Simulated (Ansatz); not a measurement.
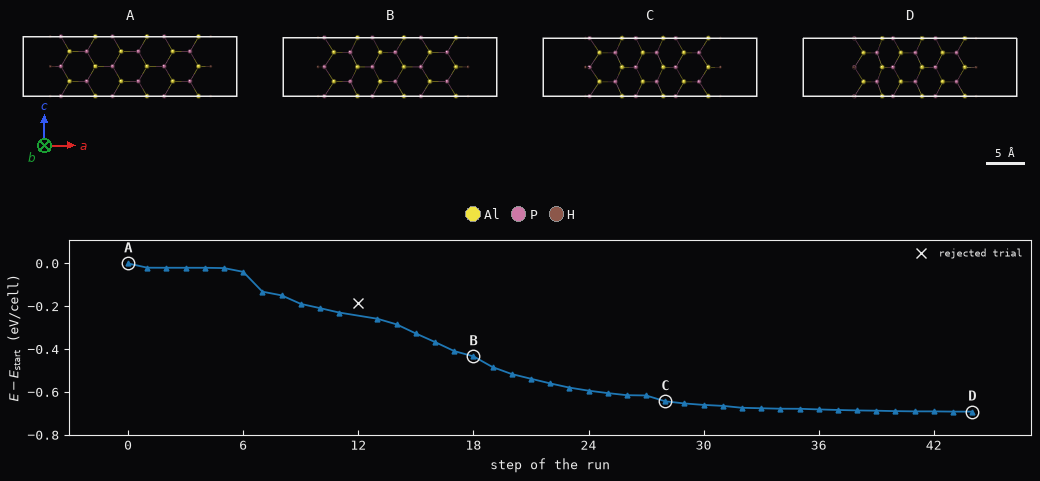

Frames of a relaxation of a wire of composition Al3P3H, marked on the history of the run. The picture is a ball-and-stick view of the 2 repeat of the cell, with the vacuum cut short, seen along the b axis.

Case: zigzag ribbon, 6 formula units a period, edges capped with H.

Computed with Ansatz, DFT PBE, scalar-relativistic, plane waves, PAW.

Input file:
```yaml
crystal:
  lattice:
    - [30.2, 0.0, 0.0]
    - [0.0, 9.3, 0.0]
    - [0.0, 0.0, 3.9395177519]
  atoms:
    - { symbol: Al, position: [0.2334210044, 0.4998658815, 0.5] }
    - { symbol: Al, position: [0.3463919465, 0.4998658815, 1.0] }
    - { symbol: Al, position: [0.4593628886, 0.4998658815, 0.5] }
    - { symbol: Al, position: [0.5723338308, 0.4998658815, 1.0] }
    - { symbol: Al, position: [0.6853047729, 0.4998658815, 0.5] }
    - { symbol: Al, position: [0.798275715, 0.4998658815, 1.0] }
    - { symbol: P, position: [0.1957640237, 0.5001341185, 1.0] }
    - { symbol: P, position: [0.3087349658, 0.5001341185, 0.5] }
    - { symbol: P, position: [0.4217059079, 0.5001341185, 1.0] }
    - { symbol: P, position: [0.53467685, 0.5001341185, 0.5] }
    - { symbol: P, position: [0.6476477922, 0.5001341185, 1.0] }
    - { symbol: P, position: [0.7606187343, 0.5001341185, 0.5] }
    - { symbol: H, position: [0.8512558156, 0.5000545746, 1.0] }
    - { symbol: H, position: [0.1487441844, 0.4999666534, 1.0] }
basis:
  ecutwfc: 420
kpoints:
  mp_grid: { grid: [1, 1, 14] }
hamiltonian:
  xc: pbe
scf:
  occupations: { method: gaussian, width: 0.05 }
output:
  forces: true
  stress: true
  eigenvalues: true
  populations: true
  write_density: true
  write_potential: true
  elf: true
  volumetric_format: npy
relax:
  adjacent_minimum: "off"
  f_tol: 0.02
  max_steps: 45
  cell: { fix: [a, b, alpha, beta, gamma], stress_tol: 0.03 }
```

Command:
```bash
ansatz run input.yaml --threads 4 --pin off --max-ram 11264MiB --backend cpu --events-out ev --progress --plain --runs-dir out
```

Question: What happens along the run?

Answer: The relaxation stopped without meeting its thresholds, so the last structure isn't shown to be converged. It used up its limit of 45 steps. The atom that moves furthest relative to the centre of the atoms is H14 (3.44 Å). By element the largest moves are H 3.44 Å, P 2.33 Å, Al 1.90 Å. Along the periodic axis the drawn cell goes c 7.879 → 7.652 Å (−2.9 %). Some distances before and after: Al2–P8 2.274 → 2.338 Å, Al3–P9 2.274 → 2.329 Å, Al4–P10 2.274 → 2.323 Å, Al1–P7 2.274 → 2.314 Å. Among the angles between lasting bonds that change: Al1–P8–Al2 120.0° → 85.1°, Al2–P9–Al3 120.0° → 90.1°, Al4–P11–Al5 120.0° → 93.8°. Over 43 accepted moves (44 points after the start) the energy falls by 0.691 eV per cell of the calculation. The largest force component goes from 0.51 to 0.034 eV/Å. The line search rejected the trial step at point 12 of the run. The run took 13 min on 4 threads of AMD EPYC 7R43 64-Core Processor (Zen 3), with other jobs on the host, peak memory 1.6 GiB. From step 0 to 18: H14 moves most (1.32 Å), energy −0.433 eV per cell of the calculation. From step 18 to 28: P11 moves most (1.47 Å), energy −0.210 eV per cell of the calculation. From step 28 to 44: H14 moves most (1.21 Å), energy −48.2 meV per cell of the calculation.
